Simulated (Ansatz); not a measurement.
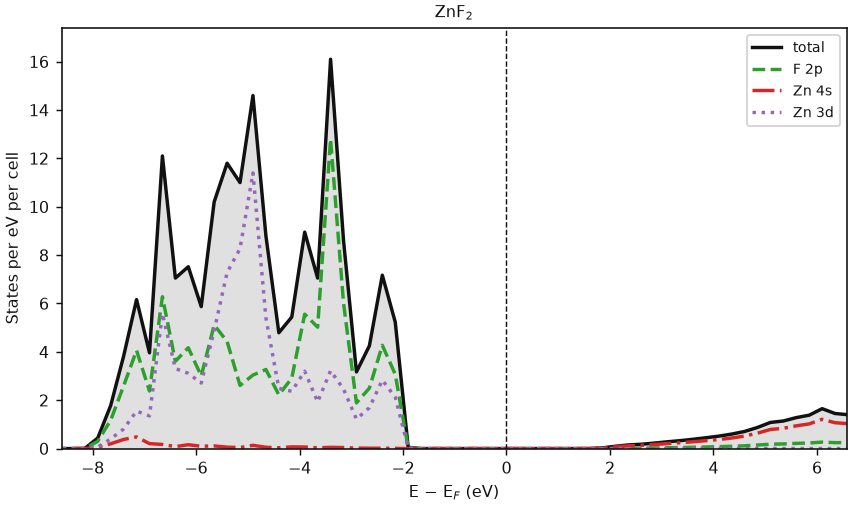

Density of states. Energies are counted from the Fermi level. The partial curves are projected on Löwdin-orthogonalised atomic shells.

This input was run:

```
crystal:
  lattice:
    - [4.718635, 0.0, 0.0]
    - [0.0, 4.718635, 0.0]
    - [0.0, 0.0, 3.143015]
  atoms:
    - { symbol: Zn, position: [0.0, 0.0, 0.0] }
    - { symbol: Zn, position: [0.5, 0.5, 0.5] }
    - { symbol: F, position: [0.3024, 0.3024, 0.0] }
    - { symbol: F, position: [0.1976, 0.8024, 0.5] }
    - { symbol: F, position: [0.6976, 0.6976, 0.0] }
    - { symbol: F, position: [0.8024, 0.1976, 0.5] }
  symmetry: { tolerance: 0.0003 }
kpoints:
  mp_grid: { grid: [6, 6, 8], shift: [0, 0, 0] }
  band_path:
    path:
      - [0.0, 0.0, 0.0]
      - [0.0, 0.5, 0.0]
      - [0.5, 0.5, 0.0]
      - [0.0, 0.0, 0.0]
      - [0.0, 0.0, 0.5]
      - [0.0, 0.5, 0.5]
      - [0.5, 0.5, 0.5]
      - [0.0, 0.0, 0.5]
      - [0.0, 0.5, 0.0]
      - [0.0, 0.5, 0.5]
      - [0.5, 0.5, 0.0]
    npoints: 6
magnetization:
  spin_polarized: false
scf:
  occupations: { method: fermi_dirac }
  lower_state_search: "off"
  max_iter: 200
hamiltonian:
  pseudopotentials: { kind: paw }
  xc: pbe
basis:
  ecutwfc: 420
  fft_grid_basis: typed
output:
  forces: true
  stress: true
  eigenvalues: true
  bader: true
  populations: true
  elf: true
  write_potential: true
  volumetric_format: npy
  dos:
    e_range: [-12, 8]
    de: 0.05
    projected: { site_lists: { F: [F], Zn: [Zn] } }
checkpoint:
  read: saved_state
```

Question: Metal or insulator, going by the density of states?

Answer: There is a gap; over the k points computed it is 3.54 eV.

Question: Where is the centre of the Zn 3d band?

Answer: Over the range shown, the centre of the Zn 3d weight lies 4.9 eV below the Fermi level, and the shell is essentially full.

Question: How wide is the upper valence band?

Answer: The upper group of valence states starts about 5.9 eV under the valence-band top (which lies at −2.0 eV on this axis), with a gap beneath it; it holds about 44 electrons a cell.

Question: Which states form the top of the valence band?

Answer: By projected weight, the top eV of the valence band is F 2p (60 %) and Zn 3d (40 %).
